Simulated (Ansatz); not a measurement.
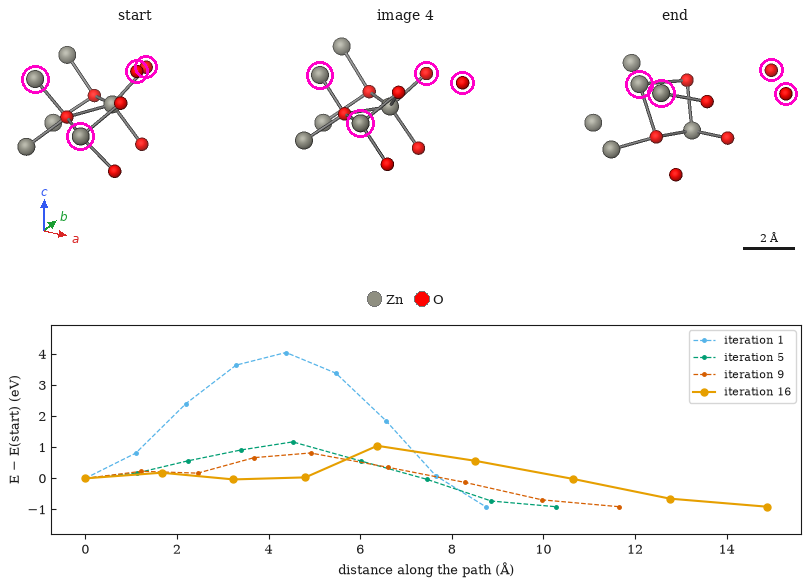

A search for the minimum-energy path of O on ZnO(111) (13 atoms in the cell) by the nudged elastic band. Images are numbered from 0 (start) to 8 (end). The plot follows the band through its iterations. A ball-and-stick model of the simulation cell, with the vacuum cut short (origin moved), seen slightly off an axis. The atoms that move most are ringed. Bonds to atoms that aren't drawn are left out.

The calculation used DFT PBEsol, scalar-relativistic, plane waves, PAW in Ansatz. Set-up: plane-wave cutoff 420 eV; k-point mesh 2 × 2 × 1; Gaussian smearing 0.02 eV; spin collinear; 1 atoms held fixed; 7 movable images; climbing image; force threshold 0.05 eV/Å; iteration limit 16; spring constant 1.0 eV/Å²; starting path by image-dependent pair potential.

Q: Judge this run.

A: The result isn't final. The band hadn't converged when the run stopped after 16 iterations. The barrier read from it is provisional: over the last two iterations the highest image moved from 0.91 eV to 1.05 eV. The first iteration put the highest image at 4.05 eV. Forward barrier 1.05 eV, backward barrier 1.96 eV, with image 4 at the top; the reaction energy is −0.91 eV. The profile has 2 maxima (images 1, 4) with a dip at image 2 (−0.03 eV), which on an unconverged band is provisional.

Limits of the set-up: the periodic images lie only 5.6 Å apart, so the values are limited by the cell's size.

PAW datasets: the set soft_1.
